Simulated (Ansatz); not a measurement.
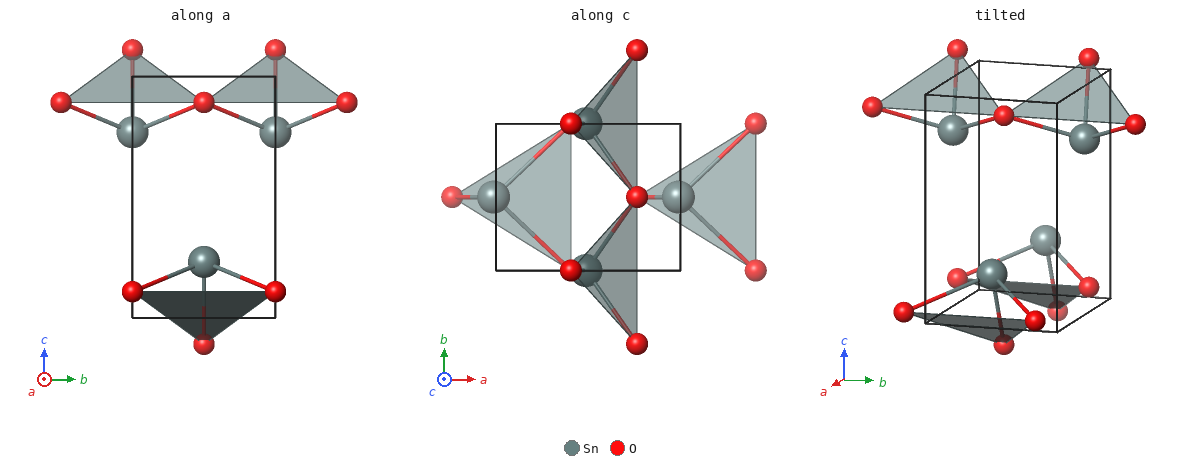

Crystal structure, polyhedral style, seen along the a axis, along the c axis and slightly off an axis. The box is the conventional unit cell; atoms on or close to its faces, edges and corners are drawn wherever they repeat. A few atoms beyond the faces are included.

What structure is drawn here?

It has the composition SnO. It is primitive monoclinic, space group Pm (No. 6). One cell contains 2 Sn, 2 O, 4 atoms in all. Taking every contact within bonding distance, one finds Sn 3 and O 3.

The cell started as a structure listed in the Materials Project. The cell was then strained or its atoms displaced on purpose. It was run through Ansatz as a DFT input.

At this level of theory the run's own cell isn't at rest (stretched, at -5 GPa and forces up to 3.5 eV/Å), so its distances can differ from those at equilibrium, the more so the softer the solid.
